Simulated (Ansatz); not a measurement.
## Geometry relaxation of Al32N31 (part 2 of 3)

Continued. System: Al32N31 (defect cell, 63 atoms in the cell). Method: DFT PBE, scalar-relativistic, plane waves, PAW, spin-polarised (Ansatz 0.2.0); cutoff 420 eV, 2×2×2 k-mesh, Gaussian smearing of 0.01 eV, collinear spins. The structure derives from an entry of the Crystallography Open Database.

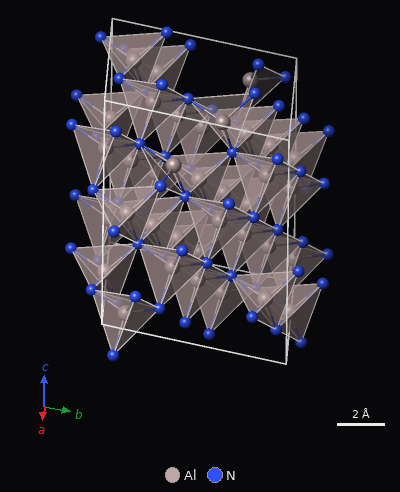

The geometry at step 2 of the log (polyhedral view of the cell of the calculation, seen at an oblique angle; polyhedra are completed across the faces of the cell).

Output, continued:
```
Per-site moments (μB) at R_I (Å): [(0.00025846438499629913, 0.782782765040676), (0.0014991022341831002, 0.7804216237678676), (0.00017439367732134355, 0.7815386605466239), (0.00017380159612187998, 0.7815658569714995), (4.0768861990899205e-5, 0.7844371635498328), (3.940885165999747e-5, 0.784763865815474), (9.512200814178174e-5, 0.7829109974404505), (-0.00010821469514759886, 0.7825363273187085), (-0.00027296632274415776, 0.7822998010937252), (8.97280397552281e-5, 0.7830971917265774), (0.0014776075395985756, 0.7795862443597721), (7.661267741218244e-5, 0.7836585151746059), (0.021445228309348852, 0.78195296961202), (9.083644298190177e-5, 0.7838031295302466), (0.0001652088449990628, 0.7842216131833476), (0.00021332203887726667, 0.7833596816582121), (0.02104364468391091, 0.7845257072509771), (0.0217950627773565, 0.7849476556998788), (0.0017737283158720913, 0.7807271792158047), (0.0001649755669294883, 0.7835088630345896), (0.0016960530837855754, 0.7804817969253209), (0.0015489362024648642, 0.7829632947199318), (2.4855333936205773e-5, 0.7833725548954003), (0.0001230548167113825, 0.7845061908163505), (0.002841962951047425, 0.7812676443809335), (0.019669685273282854, 0.7827688903955029), (0.00032661482491518827, 0.7822128347554905), (3.885039951044912e-5, 0.7850027378153953), (0.0002454563513527158, 0.7843034460992244), (0.00011615150491245534, 0.7830622172289815), (0.00016908625066367023, 0.7863198818122362), (0.0015250319473550733, 0.7829798194055296), (-0.0012556441729795807, 0.7869214986186789), (0.023542397505862626, 0.7807271792158047), (0.02401291758988869, 0.7804817969253209), (0.00039102229085257167, 0.7830925474183229), (0.002934411022168837, 0.7829632947199318), (0.016360653698181783, 0.7829798194055296), (0.0018859956081052523, 0.7824188920540884), (0.0035231798452803964, 0.785168634204587), (0.015581388970678959, 0.7827688903955029), (-0.0009974514730368663, 0.7864111608445782), (0.0019130196382319868, 0.7843034460992244), (-0.00024639820057265863, 0.7830622172289815), (0.0019171872062012096, 0.7821794810708166), (0.0022173934614728124, 0.7853506764298467), (0.0008739781689815292, 0.7844971100210704), (0.022966027581171264, 0.7795862443597721), (0.02353761832047688, 0.7804216237678676), (2.4449735818403176e-5, 0.784763865815474), (0.0016172161234135419, 0.7825363273187085), (1.3550904428063465e-5, 0.7822998010937252), (0.001117269539696191, 0.7852309295291099), (0.0002873259554528726, 0.7829109974404505), (0.0006545843940985539, 0.7835192141091856), (0.04166470999849905, 0.7812676443809335), (-0.0023764152600597617, 0.7870960968613909), (0.0009463749969353692, 0.7827046537439797), (0.00030984205652322957, 0.7830971917265774), (0.002439878969507402, 0.7836585151746059), (0.002090833529472973, 0.7838031295302466), (0.0011795802023438606, 0.7829868313440438), (0.0005972147775866162, 0.7833596816582121)]
Free energy (F): -29186.362207 eV
Harris-Foulkes:  -29186.362207 eV  (|F-HF|=2.91e-11)
Internal energy: -29186.362207 eV  (E = F + TS)
E sigma→0 (E₀):  -29186.362207 eV
Fermi energy:    10.358089 eV
--- Per-component energies (eV) ---
  E_band       = 422.204175
  E_kinetic    = 4937.546765
  E_local      = -7218.268190  (includes V_loc(G=0)·N_el)
  E_nonlocal   = 1723.116622
  E_hartree    = 2532.409574
  E_xc         = -3188.225526
  E_vxc        = -3364.924609  (∫ρ·V_xc dr)
  E_paw        = -18912.631448  (= ΣΔE_a)
  E_vpaw       = -720.088677  (= ΣTr[D̂ρ^β])
  E_aug_tail   = 0.003021  (compensation charges beyond the density's cutoff)
  E_ewald      = -9060.313025
  E_smearing   = -0.000000  (= −TS)
  E_closure    = -0.000000  (closes the sum)
  Σ components = -29186.362207   (vs F -29186.362207, Δ=0.00e0)
--- Forces (eV/Å), atoms counted from 1 ---
  atom   1  Al    -0.00520061     0.00336524    -0.00693786
  atom   2  Al    -0.00386997     0.00041450     0.00777702
  atom   3  Al     0.00489764     0.00271365     0.00279660
  atom   4  Al    -0.00059761     0.00230263    -0.00342222
  atom   5  Al     0.00055286    -0.00027012    -0.00040177
  atom   6  Al     0.00281432    -0.00025077    -0.00346637
  atom   7  Al    -0.00144438     0.00027218     0.00174931
  atom   8  Al    -0.00128939    -0.00065449    -0.00820772
  atom   9  Al     0.00563544    -0.00099634     0.00944462
  atom  10  Al     0.00145033    -0.00171114    -0.00423796
  atom  11  Al    -0.00117487    -0.00766683     0.00342291
  atom  12  Al     0.00348331    -0.00232558     0.00437428
  atom  13  Al    -0.00175049     0.00704377    -0.00173086
  atom  14  Al    -0.00245808    -0.00104958    -0.00299045
  atom  15  Al     0.00405471     0.00103521     0.00385882
  atom  16  Al    -0.00166396     0.00268418     0.00579923
  atom  17  Al    -0.00341094    -0.01290566     0.00444848
  atom  18  Al    -0.00260752    -0.00533111    -0.00712279
  atom  19  Al     0.00319263    -0.00182132     0.00095705
  atom  20  Al     0.00309731     0.00605233    -0.00394668
  atom  21  Al     0.00166445     0.00276010     0.00285446
  atom  22  Al     0.00690322     0.00205935    -0.00350581
  atom  23  Al     0.00933766    -0.00618492     0.00078845
  atom  24  Al    -0.00116516    -0.00028250     0.00148141
  atom  25  Al    -0.00107668     0.00317192    -0.00403209
  atom  26  Al     0.01755809     0.00398607     0.00237979
  atom  27  Al    -0.00401881     0.00119145    -0.00031242
  atom  28  Al    -0.00124716    -0.01208745    -0.00163645
  atom  29  Al    -0.00402101    -0.00033159    -0.00234352
  atom  30  Al     0.00011316     0.00650867     0.00419770
  atom  31  Al     0.00167147    -0.00565098    -0.00091477
  atom  32  Al    -0.01250160    -0.00883920     0.00077717
  atom  33  N      0.00418426     0.00549288     0.00049456
  atom  34  N     -0.01014307     0.00261582    -0.00213935
  atom  35  N      0.00585056    -0.00024116    -0.00082118
  atom  36  N     -0.00403725     0.00355366     0.00211837
  atom  37  N     -0.00372008    -0.00008436     0.00049370
  atom  38  N     -0.00290569     0.00745749    -0.00506709
  atom  39  N     -0.00187527    -0.00512374     0.00250911
  atom  40  N      0.00145440    -0.00087398     0.00112246
  atom  41  N     -0.01214372     0.00732859    -0.00264524
  atom  42  N      0.00222119     0.00158028    -0.00315788
  atom  43  N      0.00061281     0.00307366    -0.00160744
  atom  44  N      0.00250176    -0.00489883     0.00188306
  atom  45  N      0.00145690    -0.00104170    -0.00364113
  atom  46  N      0.00168732     0.00239348    -0.00082509
  atom  47  N      0.00180047    -0.00350861     0.00059073
  atom  48  N      0.00345213     0.00323798    -0.00688172
  atom  49  N      0.00332433     0.00071313     0.00764827
  atom  50  N     -0.00159682    -0.00023067     0.00086374
  atom  51  N      0.00150823    -0.00200712     0.00513671
  atom  52  N     -0.00204170    -0.00086178    -0.00274614
  atom  53  N     -0.00237821    -0.00066419     0.00402869
  atom  54  N      0.00069468     0.00270492    -0.00062054
  atom  55  N     -0.00157843    -0.00106134     0.00063936
  atom  56  N     -0.00033972    -0.00389304     0.00249996
  atom  57  N     -0.00600755     0.00119518     0.00949267
  atom  58  N      0.00051615     0.00349802     0.00014903
  atom  59  N      0.00036247     0.00327751    -0.00063128
  atom  60  N     -0.00282639    -0.00147017    -0.00096660
  atom  61  N     -0.00104768    -0.00075152    -0.00712190
  atom  62  N     -0.00079519     0.00177767     0.00032066
  atom  63  N      0.00487999    -0.00039045    -0.00301622
  max |Σ_I F_I| component: 7.54e-7 eV/Å
--- Band table (eV; the first three rows and the last of 8) ---
  k-point 0 ↑: bands = ["-7.6802", "-7.6676", "-7.6606", "-7.5437", "-6.7661", "-6.7545", "-6.7464", "-6.6976", "-6.5356", "-6.5185", "-6.5102", "-6.4530", "-6.3472", "-6.3308", "-6.3288", "-6.2395", "-6.0707", "-6.0655", "-6.0611", "-5.9758", "-5.8474", "-5.8318", "-5.8296", "-5.7963", "-5.7619", "-5.7513", "-5.7407", "-5.7227", "-5.6887", "-5.6815", "-5.6761", "1.2140", "1.6422", "1.6503", "1.6928", "1.7208", "1.8010", "1.8210", "1.8315", "1.8682",
      "1.8923", "1.9125", "1.9369", "1.9678", "1.9780", "1.9941", "2.1508", "2.2122", "2.3176", "2.3335", "2.3865", "2.4251", "2.4999", "2.5957", "2.6303", "2.6699", "2.7428", "2.8213", "2.9215", "3.4733", "3.5147", "3.5656", "3.5826", "3.8486", "3.9247", "3.9435", "3.9537", "3.9614", "4.0415", "4.0617", "4.1532", "4.1977", "4.6152", "4.6315", "4.6401", "4.6491", "4.6604", "4.6769", "4.6854", "4.6923",
      "4.7085", "4.7653", "4.8818", "4.8952", "4.9155", "4.9338", "4.9622", "4.9882", "4.9961", "5.0118", "5.0274", "5.0319", "5.0965", "5.2224", "5.3324", "5.4052", "5.4331", "5.4549", "5.5841", "5.6935", "5.7036", "5.7224", "5.7404", "5.7643", "5.7813", "5.7918", "5.8377", "5.8399", "5.9046", "5.9771", "6.0234", "6.0510", "6.0659", "6.0873", "6.1013", "6.1287", "6.1846", "6.2463", "6.2793", "6.2985",
      "6.3143", "6.3451", "6.3816", "6.3908", "6.9738", "9.9151", "10.8498", "10.8980", "12.2620", "12.4297", "12.4675", "12.4949", "12.5173", "12.5389", "12.5608", "12.5901", "12.6082", "12.6404", "12.6550", "12.6845", "12.8914", "12.9298", "13.0079", "13.2188", "13.3912", "13.4305", "13.5407", "13.5984", "13.6656", "13.7169", "13.8256", "13.8879", "14.0314", "14.1215", "14.2455", "14.3674", "14.6124", "14.6908", "14.7267", "14.8957",
      "15.3260", "15.3636", "15.3979", "15.4363", "15.4488", "15.4571", "15.4969", "15.5068", "15.5408", "15.5797", "15.6322", "15.6576", "15.7275", "15.8541", "15.9319", "16.0504", "16.1034", "16.2199", "16.2886", "16.3935", "16.4353", "16.4578", "16.6064", "16.6948", "16.7548", "16.7755", "16.7879", "16.8280", "16.9079", "17.0648"]
  k-point 1 ↑: bands = ["-7.9603", "-7.4557", "-7.4077", "-7.2864", "-7.2314", "-6.8579", "-6.8465", "-6.8410", "-6.7453", "-6.5324", "-6.2850", "-6.2689", "-6.2260", "-6.2150", "-6.1987", "-6.1857", "-6.1355", "-6.0974", "-6.0328", "-5.9269", "-5.9064", "-5.8783", "-5.8679", "-5.8604", "-5.7859", "-5.7464", "-5.7198", "-5.7089", "-5.6985", "-5.6871", "-5.6768", "1.1429", "1.2704", "1.2974", "1.3894", "1.7919", "1.9115", "1.9629", "2.0459", "2.0606",
      "2.0707", "2.0930", "2.1025", "2.1108", "2.1233", "2.1298", "2.1408", "2.1690", "2.1902", "2.2126", "2.3401", "2.4425", "2.4886", "2.5053", "2.6503", "2.8863", "2.9077", "2.9599", "3.0204", "3.1057", "3.4492", "3.6412", "3.6699", "3.7759", "3.9201", "4.0134", "4.0242", "4.0325", "4.0900", "4.1335", "4.2076", "4.2224", "4.2755", "4.2913", "4.3263", "4.3483", "4.3984", "4.4368", "4.5191", "4.5826",
      "4.6514", "4.7703", "4.8023", "4.8238", "4.8440", "4.8702", "4.8971", "4.9481", "5.0456", "5.0987", "5.1752", "5.2288", "5.4300", "5.4465", "5.4582", "5.5010", "5.5274", "5.5877", "5.5924", "5.6104", "5.6305", "5.6535", "5.6650", "5.7473", "5.7978", "5.8199", "5.9045", "5.9494", "5.9727", "6.0153", "6.0481", "6.0805", "6.1065", "6.1439", "6.1751", "6.2015", "6.2148", "6.2217", "6.2272", "6.2447",
      "6.3163", "6.3404", "6.4855", "6.4930", "6.8968", "9.9643", "10.8540", "10.9955", "11.7581", "11.8491", "11.9212", "12.1996", "12.5673", "12.6618", "12.6912", "12.7308", "12.7543", "12.8122", "12.8573", "12.9305", "12.9687", "12.9861", "13.0094", "13.1557", "13.1884", "13.3151", "13.4202", "13.6423", "13.7771", "13.8997", "13.9121", "14.0375", "14.1532", "14.2342", "14.3478", "14.5292", "14.5947", "14.7273", "14.8351", "14.9209",
      "15.2276", "15.2440", "15.3061", "15.3112", "15.3333", "15.3568", "15.3927", "15.4382", "15.5117", "15.5753", "15.6036", "15.7848", "15.8534", "15.9429", "15.9776", "16.0175", "16.0856", "16.1062", "16.1654", "16.1900", "16.3080", "16.4553", "16.5411", "16.5917", "16.6918", "16.7023", "16.7564", "17.1021", "17.1546", "17.2156"]
  k-point 2 ↑: bands = ["-7.9963", "-7.4948", "-7.4413", "-7.1999", "-7.1317", "-6.7711", "-6.7593", "-6.7479", "-6.7458", "-6.6298", "-6.4081", "-6.3867", "-6.3634", "-6.3082", "-6.2217", "-6.1657", "-6.0416", "-5.9991", "-5.9903", "-5.9795", "-5.9727", "-5.9677", "-5.9607", "-5.9443", "-5.8236", "-5.7860", "-5.6710", "-5.6143", "-5.5991", "-5.5758", "-5.5634", "1.2003", "1.2521", "1.5898", "1.6073", "1.6484", "1.6696", "1.7777", "1.8049", "1.8200",
      "1.8358", "1.9062", "1.9384", "1.9680", "2.0086", "2.0515", "2.0556", "2.3215", "2.3371", "2.5026", "2.8035", "2.8222", "2.8502", "2.8740", "2.8779", "2.9208", "2.9512", "3.0539", "3.2600", "3.3363", "3.3649", "3.3966", "3.4330", "3.4569", "3.4680", "3.5105", "3.7678", "3.9117", "3.9205", "3.9652", "3.9886", "4.0149", "4.1439", "4.2543", "4.2974", "4.3609", "4.4705", "4.5754", "4.6057", "4.6287",
      "4.7410", "4.9614", "5.0616", "5.1130", "5.1313", "5.2247", "5.2450", "5.2556", "5.2747", "5.2818", "5.3101", "5.3271", "5.3752", "5.3880", "5.4149", "5.4289", "5.5046", "5.5679", "5.6062", "5.6211", "5.6920", "5.7155", "5.7340", "5.7590", "5.7683", "5.7893", "5.7975", "5.8064", "5.8109", "5.8214", "5.8321", "5.8553", "5.8691", "5.8852", "5.8916", "6.0457", "6.1417", "6.2169", "6.2969", "6.3408",
      "6.3939", "6.4099", "6.5497", "6.6886", "6.9401", "9.9601", "10.8262", "10.9308", "11.9551", "12.3393", "12.4364", "12.5007", "12.5543", "12.5747", "12.6501", "12.6828", "12.7349", "12.7752", "12.8631", "12.9627", "13.0046", "13.0444", "13.1569", "13.2485", "13.2832", "13.3540", "13.4016", "13.4256", "13.4638", "13.4816", "13.5273", "13.6660", "13.8275", "14.0355", "14.1101", "14.2124", "14.3392", "14.5367", "14.6736", "14.8115",
      "14.8820", "14.9955", "15.1318", "15.2772", "15.5512", "15.6008", "15.6667", "15.7216", "15.8215", "15.8492", "15.9995", "16.0442", "16.1200", "16.1495", "16.1600", "16.1905", "16.2096", "16.2289", "16.2649", "16.3052", "16.3653", "16.3878", "16.4981", "16.5777", "16.6624", "16.7323", "16.7906", "16.8237", "16.9368", "17.2360"]
```
